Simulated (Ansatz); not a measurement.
## Electronic structure of AgCl in real space

Input

```
crystal:
  lattice:
    - [0.0, 2.67731145, 2.67731145]
    - [2.67731145, 0.0, 2.67731145]
    - [2.67731145, 2.67731145, 0.0]
  atoms:
    - { symbol: Ag, position: [0.5, 0.5, 0.5] }
    - { symbol: Cl, position: [0.0, 0.0, 0.0] }
basis:
  ecutwfc: 420
kpoints:
  mp_grid: { grid: [10, 10, 10] }
hamiltonian:
  xc: lda
scf:
  occupations: { method: gaussian, width: 0.02 }
output:
  forces: true
  stress: true
  eigenvalues: true
  write_density: true
  write_potential: true
  elf: true
  volumetric_format: npy
relax:
  adjacent_minimum: "off"
  f_tol: 0.005
  max_steps: 80
  cell: { stress_tol: 0.05 }
```

Command:

```sh
ansatz run input.yaml --threads 1 --pin off --max-ram 1228MiB --backend cpu --events-out ev --progress --plain --runs-dir out
```

Below, planes, directions and counts refer to the conventional cell (a = 5.35 Å, b = 5.35 Å, c = 5.35 Å, α = 90.00°, β = 90.00°, γ = 90.00°).

The fields are those of the run's last geometry, not of the input's.

Space group Fm-3m.

Theory: DFT LDA, scalar-relativistic, plane waves, PAW in Ansatz.

Core electrons are frozen (PAW), and the valence fields are smoothed inside the atomic spheres.

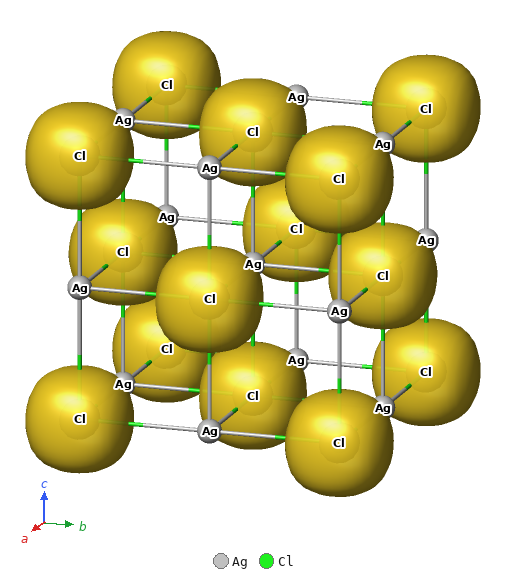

Figure 1. Isosurface of the ELF at 0.7 (yellow), seen slightly off an axis. Only the valence region is drawn (cores and ρ < 0.01 e/Å³ removed). Sticks mark near contacts.

### Identify the bonds, lone pairs and shells in this picture.

The surface consists of four regions wrapped around Cl (the valence shell of each), counted in one cell of 8 atoms. Regions shared between cells count once. Profiles from the grid: Ag–Cl (2.68 Å): the ELF peaks at about 0.85 in the valence shell of Cl, 0.7 Å from its nucleus, and drops to about 0.10 between the two atoms (no localised pair shows between them).

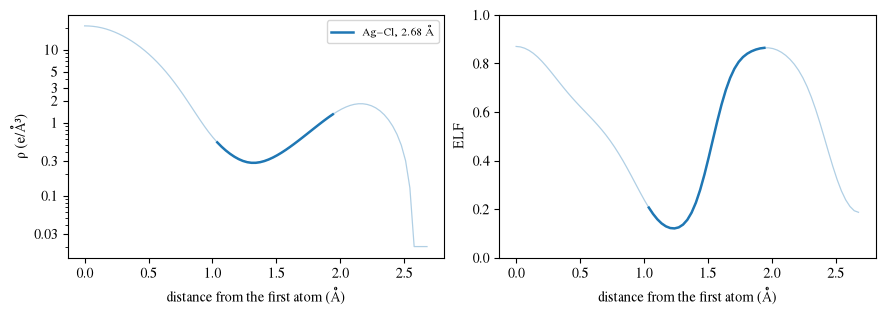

Figure 2. Valence charge density (pseudo) and ELF along straight lines between neighbouring atoms. Thin, pale parts lie inside the atomic spheres.

### What can be read from the curves?

Ag–Cl (2.68 Å): ρ at the midpoint is about 0.28 e/Å³; the ELF peaks at about 0.85 in the valence shell of Cl, 0.7 Å from its nucleus, and drops to about 0.10 between the two atoms; no shared electron pair shows on this line.

### Metal or insulator at this level of theory?

It is gapped, with a Kohn–Sham gap of 0.63 eV on the k-point mesh (the band edges may lie off the mesh, which would make the gap smaller).
